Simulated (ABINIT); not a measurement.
**Optical-spectrum calculation, with input and output: NbAs (part 2 of 2)**

NbAs (4 atoms in the cell); Kohn-Sham DFT of a periodic cell, LDA, PseudoDojo NC SR LDA v0.4.1 standard, no spin polarisation (ABINIT 10.8.3); cutoff 1088.46 eV, 12×12×12 k-mesh, fermi-dirac of 0.05 eV. The structure derives from an entry of the Crystallography Open Database.

Geometry of the input (Å; fractional positions):
```
-1.7259  1.7259  5.8400
1.7259  -1.7259  5.8400
1.7259  1.7259  -5.8400
Nb 0.5000  0.0000  0.5000
Nb 0.7500  0.7500  0.0000
As 0.9160  0.4160  0.5000
As 0.1660  0.1660  0.0000
```

### The program's output, continued
```
 ------------------------------------------------
 Atom  Sphere_radius  Integrated_density
    1        2.00000          9.41134301
    2        2.00000          9.41134301
    3        2.00000         12.46393269
    4        2.00000         12.46393269
================================================================================

 ----iterations are completed or convergence reached----

 Mean square residual over all n,k,spin=   90.541E-08; max=  60.707E-05
 reduced coordinates (array xred) for    4 atoms
       0.500000000000      0.000000000000      0.500000000000
       0.750000000000      0.750000000000     -0.000000000000
       0.916000000000      0.416000000000      0.500000000000
       0.166000000000      0.166000000000     -0.000000000000
 rms dE/dt=  5.8601E-02; max dE/dt=  5.8601E-02; dE/dt below (all hartree)
    1       0.058600925802      0.058600925802     -0.058600925802
    2       0.058600925802      0.058600925802     -0.058600925802
    3      -0.058600746292     -0.058600746292      0.058600746292
    4      -0.058600746292     -0.058600746292      0.058600746292

 cartesian coordinates (angstrom) at end:
    1      0.00000000000000     1.72584999902976     0.00000000000000
    2     -0.00000000000000    -0.00000000000000     8.75999999368296
    3     -0.00000000000000     1.72584999902976     4.85887999649615
    4      0.00000000000000    -0.00000000000000     1.93887999860183

 cartesian forces (hartree/bohr) at end:
    1     -0.00000000000000    -0.00000000000000    -0.00530997037283
    2     -0.00000000000000    -0.00000000000000    -0.00530997037283
    3      0.00000000000000     0.00000000000000     0.00530997037283
    4     -0.00000000000000     0.00000000000000     0.00530997037283
 frms,max,avg= 3.0657128E-03 5.3099704E-03   0.000E+00  0.000E+00 -8.133E-09 h/b

 cartesian forces (eV/Angstrom) at end:
    1     -0.00000000000000    -0.00000000000000    -0.27304965499426
    2     -0.00000000000000    -0.00000000000000    -0.27304965499426
    3      0.00000000000000     0.00000000000000     0.27304965499426
    4     -0.00000000000000     0.00000000000000     0.27304965499426
 frms,max,avg= 1.5764529E-01 2.7304965E-01   0.000E+00  0.000E+00 -4.182E-07 e/A
 length scales= 11.961043329700 11.961043329700 11.961043329700 bohr
              =  6.329511544407  6.329511544407  6.329511544407 angstroms
 Fermi (or HOMO) energy (hartree) =   0.41249   Average Vxc (hartree)=  -0.47039
 Eigenvalues (hartree) for nkpt= 163  k points:
 kpt#   1, nband= 34, wtk=  0.00058, kpt=  0.0000  0.0000  0.0000 (reduced coord)
  -1.60801   -1.60696   -0.89758   -0.89758   -0.89672   -0.89671   -0.89660   -0.89655
  -0.89610   -0.89584   -0.89584   -0.89583   -0.73611   -0.73196   -0.73196   -0.72616
  -0.72616   -0.72444   -0.07461    0.00831    0.18502    0.30915    0.32960    0.32960
   0.33824    0.35110    0.36157    0.36157    0.43908    0.46026    0.50075    0.52280
   0.52281    0.54881
      occupation numbers for kpt#   1
   2.00000    2.00000    2.00000    2.00000    2.00000    2.00000    2.00000    2.00000
   2.00000    2.00000    2.00000    2.00000    2.00000    2.00000    2.00000    2.00000
   2.00000    2.00000    2.00000    2.00000    2.00000    2.00000    2.00000    2.00000
   2.00000    2.00000    2.00000    2.00000    0.00000    0.00000    0.00000    0.00000
   0.00000    0.00000
 prteigrs : prtvol=0 or 1, do not print more k-points.

--- !EnergyTerms
iteration_state     : {dtset: 1, }
comment             : Components of total free energy in Hartree
kinetic             :  1.88548384700704E+02
hartree             :  6.99877319924957E+01
xc                  : -7.29347364361614E+01
Ewald energy        : -2.27855055245926E+02
psp_core            :  1.04160441923233E+01
local_psp           : -2.18816396703907E+02
non_local_psp       : -8.60986089632501E+01
internal            : -3.36752636463721E+02
'-kT*entropy'       : -2.21669969384420E-04
total_energy        : -3.36752858133691E+02
total_energy_eV     : -9.16351209211390E+03
band_energy         : -2.82956626640366E+01
...

 Cartesian components of stress tensor (hartree/bohr^3)
  sigma(1 1)=  2.12408606E-04  sigma(3 2)=  0.00000000E+00
  sigma(2 2)=  2.12408606E-04  sigma(3 1)=  0.00000000E+00
  sigma(3 3)=  1.59275975E-04  sigma(2 1)=  0.00000000E+00

-Cartesian components of stress tensor (GPa)         [Pressure= -5.7282E+00 GPa]
- sigma(1 1)=  6.24927696E+00  sigma(3 2)=  0.00000000E+00
- sigma(2 2)=  6.24927696E+00  sigma(3 1)=  0.00000000E+00
- sigma(3 3)=  4.68606098E+00  sigma(2 1)=  0.00000000E+00

================================================================================
== DATASET  2 ==================================================================

--- !DatasetInfo
iteration_state: {dtset: 2, }
dimensions: {natom: 4, nkpt: 163, mband: 40, nsppol: 1, nspinor: 1, nspden: 1, mpw: 5715, }
cutoff_energies: {ecut:  40.0, pawecutdg:  -1.0, }
electrons: {nelect:   5.60000000E+01, charge:   0.00000000E+00, occopt:   3.00000000E+00, tsmear:   1.83747000E-03, }
meta: {optdriver: 0, ionmov: 0, optcell: 0, iscf: -3, paral_kgb: 0, }
...

 mkfilename : getden/=0, take file _DEN from output of DATASET   1.

 Exchange-correlation functional for the present dataset will be:
  LDA: Perdew-Wang 92 LSD fit to Ceperley-Alder data - ixc=7
  J.P.Perdew and Y.Wang, PRB 45, 13244 (1992)

 Real(R)+Recip(G) space primitive vectors, cartesian coordinates (Bohr,Bohr^-1):
 R(1)= -3.2613838  3.2613838 11.0360006  G(1)=  0.0000000  0.1533092  0.0453063
 R(2)=  3.2613838 -3.2613838 11.0360006  G(2)=  0.1533092  0.0000000  0.0453063
 R(3)=  3.2613838  3.2613838-11.0360006  G(3)=  0.1533092  0.1533092  0.0000000
 Unit cell volume ucvol=  4.6954318E+02 bohr^3
 Angles (23,13,12)=  1.48353918E+02  1.48353918E+02  4.53631816E+01 degrees

 getcut: wavevector=  0.0000  0.0000  0.0000  ngfft=  72  72  72
         ecut(hartree)=     40.000   => boxcut(ratio)=   2.11511
--------------------------------------------------------------------------------

================================================================================

--- !BeginCycle
iteration_state: {dtset: 2, }
solver: {iscf: -3, nstep: 120, nline: 4, wfoptalg: 0, }
tolerances: {tolwfr: 1.00E-12, }
...

     iter   Etot(hartree)      deltaE(h)  residm     vres2
 Non-SCF case, kpt    1 (  0.00000  0.00000  0.00000), residuals and eigenvalues=
  4.95E-13  6.35E-13  6.69E-13  6.98E-13  1.21E-13  3.69E-13  9.78E-13  2.98E-13
  3.63E-13  4.36E-13  2.16E-13  6.15E-13  4.51E-13  2.45E-13  4.81E-13  4.72E-13
  6.65E-13  3.45E-13  7.28E-13  3.87E-13  7.81E-13  8.70E-13  5.18E-13  5.64E-13
  9.67E-13  3.67E-13  9.64E-13  5.26E-13  7.34E-13  9.43E-13  6.91E-13  4.46E-13
  9.73E-13  7.92E-13  9.96E-13  4.51E-13  7.73E-13  6.41E-13  3.81E-08  6.96E-05
 -1.6080E+00 -1.6070E+00 -8.9758E-01 -8.9758E-01 -8.9672E-01 -8.9671E-01
 -8.9660E-01 -8.9655E-01 -8.9610E-01 -8.9584E-01 -8.9584E-01 -8.9583E-01
 -7.3611E-01 -7.3196E-01 -7.3196E-01 -7.2616E-01 -7.2616E-01 -7.2444E-01
 -7.4612E-02  8.3077E-03  1.8502E-01  3.0915E-01  3.2960E-01  3.2960E-01
  3.3824E-01  3.5110E-01  3.6157E-01  3.6157E-01  4.3908E-01  4.6026E-01
  5.0075E-01  5.2280E-01  5.2280E-01  5.4829E-01  5.5803E-01  5.5803E-01
  5.9947E-01  6.2975E-01  7.3639E-01  7.8068E-01
 prteigrs : prtvol=0 or 1, do not print more k-points.

--- !ResultsGS
iteration_state: {dtset: 2, }
comment   : Summary of ground state results
lattice_vectors:
- [ -3.2613838,   3.2613838,  11.0360006, ]
- [  3.2613838,  -3.2613838,  11.0360006, ]
- [  3.2613838,   3.2613838, -11.0360006, ]
lattice_lengths: [  11.96104,   11.96104,   11.96104, ]
lattice_angles: [148.354, 148.354,  45.363, ] # degrees, (23, 13, 12)
lattice_volume:   4.6954318E+02
convergence: {deltae:  0.000E+00, res2:  0.000E+00, residm:  9.999E-13, diffor:  0.000E+00, }
etotal    :  -3.36752858E+02
entropy   :   0.00000000E+00
fermie    :   4.12487924E-01
cartesian_stress_tensor: null
pressure_GPa: null
xred      :
- [  5.0000E-01,   1.6718E-17,   5.0000E-01, Nb]
- [  7.5000E-01,   7.5000E-01,  -4.3034E-18, Nb]
- [  9.1600E-01,   4.1600E-01,   5.0000E-01, As]
- [  1.6600E-01,   1.6600E-01,  -9.5249E-19, As]
cartesian_forces: null
force_length_stats: {min: null, max: null, mean: null, }
...

 Integrated electronic density in atomic spheres:
 ------------------------------------------------
 Atom  Sphere_radius  Integrated_density
    1        2.00000          9.41134291
    2        2.00000          9.41134291
    3        2.00000         12.46393270
    4        2.00000         12.46393270
================================================================================

 ----iterations are completed or convergence reached----

 Mean square residual over all n,k,spin=   54.950E-14; max=  99.987E-14
 reduced coordinates (array xred) for    4 atoms
       0.500000000000      0.000000000000      0.500000000000
       0.750000000000      0.750000000000     -0.000000000000
       0.916000000000      0.416000000000      0.500000000000
       0.166000000000      0.166000000000     -0.000000000000

 cartesian coordinates (angstrom) at end:
    1      0.00000000000000     1.72584999902976     0.00000000000000
    2     -0.00000000000000    -0.00000000000000     8.75999999368296
    3     -0.00000000000000     1.72584999902976     4.85887999649615
    4      0.00000000000000    -0.00000000000000     1.93887999860183
 length scales= 11.961043329700 11.961043329700 11.961043329700 bohr
              =  6.329511544407  6.329511544407  6.329511544407 angstroms
 Eigenvalues (hartree) for nkpt= 163  k points:
 kpt#   1, nband= 40, wtk=  0.00058, kpt=  0.0000  0.0000  0.0000 (reduced coord)
  -1.60801   -1.60696   -0.89758   -0.89758   -0.89672   -0.89671   -0.89660   -0.89655
  -0.89610   -0.89584   -0.89584   -0.89583   -0.73611   -0.73196   -0.73196   -0.72616
  -0.72616   -0.72444   -0.07461    0.00831    0.18502    0.30915    0.32960    0.32960
   0.33824    0.35110    0.36157    0.36157    0.43908    0.46026    0.50075    0.52280
   0.52280    0.54829    0.55803    0.55803    0.59947    0.62975    0.73639    0.78068
      occupation numbers for kpt#   1
   2.00000    2.00000    2.00000    2.00000    2.00000    2.00000    2.00000    2.00000
   2.00000    2.00000    2.00000    2.00000    2.00000    2.00000    2.00000    2.00000
   2.00000    2.00000    2.00000    2.00000    2.00000    2.00000    2.00000    2.00000
   2.00000    2.00000    2.00000    2.00000    0.00000    0.00000    0.00000    0.00000
   0.00000    0.00000    0.00000    0.00000    0.00000    0.00000    0.00000    0.00000
 prteigrs : prtvol=0 or 1, do not print more k-points.

--- !EnergyTerms
iteration_state     : {dtset: 2, }
comment             : Components of total free energy in Hartree
kinetic             :  1.88548382891102E+02
hartree             :  6.99877319924957E+01
xc                  : -7.29347364361614E+01
Ewald energy        : -2.27855055245926E+02
psp_core            :  1.04160441923233E+01
local_psp           : -2.18816396703907E+02
non_local_psp       : -8.60986080983799E+01
internal            : -3.36752637408453E+02
'-kT*entropy'       : -2.21669969451179E-04
total_energy        : -3.36752859078422E+02
...

--- !EnergyTermsDC
iteration_state     : {dtset: 2, }
comment             : '"Double-counting" decomposition of free energy'
band_energy         : -2.82956626548015E+01
Ewald energy        : -2.27855055245926E+02
psp_core            :  1.04160441923233E+01
xc_dc               : -9.10179627553054E+01
internal            : -3.36752636463710E+02
'-kT*entropy'       : -2.21669969451179E-04
total_energy_dc     : -3.36752858133679E+02
...

================================================================================
== DATASET  3 ==================================================================

--- !DatasetInfo
iteration_state: {dtset: 3, }
dimensions: {natom: 4, nkpt: 163, mband: 36, nsppol: 1, nspinor: 1, nspden: 1, mpw: 5715, }
cutoff_energies: {ecut:  40.0, pawecutdg:  -1.0, }
electrons: {nelect:   5.60000000E+01, charge:   0.00000000E+00, occopt:   3.00000000E+00, tsmear:   1.83747000E-03, }
meta: {optdriver: 8, wfk_task: 7, }
...

 mkfilename : getwfk/=0, take file _WFK from output of DATASET   2.

 Exchange-correlation functional for the present dataset will be:
  LDA: Perdew-Wang 92 LSD fit to Ceperley-Alder data - ixc=7
  J.P.Perdew and Y.Wang, PRB 45, 13244 (1992)

--------------------------------------------------------------------------------

 Computation of velocity matrix elements (DDK)

 Parameters extracted from the Abinit header:
    ecut:     40.0
    nkpt:    1728
    mband:   40
    nsppol:  1
    nspinor: 1
    useylm:  0
    inclvkb: 2
    bmin: 1, bmax: 40
    Computing diagonal and off-diagonal matrix elements
    Between band index bmin: 1, bmax: 40

== END DATASET(S) ==============================================================
================================================================================

 -outvars: echo values of variables after computation  --------
            acell      1.1961043330E+01  1.1961043330E+01  1.1961043330E+01 Bohr
           etotal1    -3.3675285813E+02
           etotal2    -3.3675285813E+02
           etotal3     0.0000000000E+00
            fcart1    -5.6157069742E-19 -1.4289324354E-18 -5.3099703728E-03
                      -9.5443914565E-19 -1.8218008836E-18 -5.3099703728E-03
                       1.6253666595E-18  2.4927283975E-18  5.3099703728E-03
                      -1.0935681645E-19  7.5800492154E-19  5.3099703728E-03
            fcart3     0.0000000000E+00  0.0000000000E+00  0.0000000000E+00
                       0.0000000000E+00  0.0000000000E+00  0.0000000000E+00
                       0.0000000000E+00  0.0000000000E+00  0.0000000000E+00
                       0.0000000000E+00  0.0000000000E+00  0.0000000000E+00
            rprim     -2.7266716980E-01  2.7266716980E-01  9.2266203400E-01
                       2.7266716980E-01 -2.7266716980E-01  9.2266203400E-01
                       2.7266716980E-01  2.7266716980E-01 -9.2266203400E-01
           strten1     2.1240860641E-04  2.1240860641E-04  1.5927597517E-04
                       0.0000000000E+00  0.0000000000E+00  0.0000000000E+00
           strten3     0.0000000000E+00  0.0000000000E+00  0.0000000000E+00
                       0.0000000000E+00  0.0000000000E+00  0.0000000000E+00
           xangst      0.0000000000E+00  1.7258499990E+00  0.0000000000E+00
                      -7.4270449861E-18 -7.4270449861E-18  8.7599999937E+00
                      -2.1330486495E-16  1.7258499990E+00  4.8588799965E+00
                       1.3529402909E-17 -1.6817108156E-17  1.9388799986E+00
             xred      5.0000000000E-01  1.6717912244E-17  5.0000000000E-01
                       7.5000000000E-01  7.5000000000E-01 -4.3034128055E-18
                       9.1600000000E-01  4.1600000000E-01  5.0000000000E-01
                       1.6600000000E-01  1.6600000000E-01 -9.5248870094E-19
 Calculation completed.
```

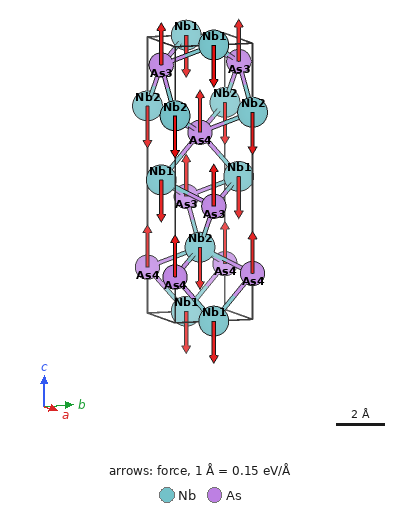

Fig. 1: Forces on the atoms as red arrows (ball-and-stick view of the cell 2 times as large as that of the calculation, set on its symmetry axes, seen slightly off an axis; atoms are numbered from 1 in the order of the input). The largest act on Nb1, Nb2 (0.27 eV/Å); As3, As4 (0.27 eV/Å). The geometry is not a stationary point of this energy.

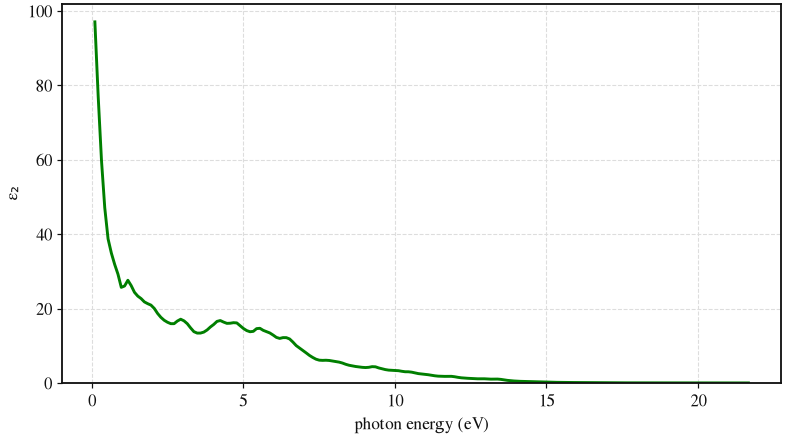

Fig. 2: Imaginary part of the dielectric function (first component that the program prints). The highest peak, 97.1, lies at 0.11 eV.
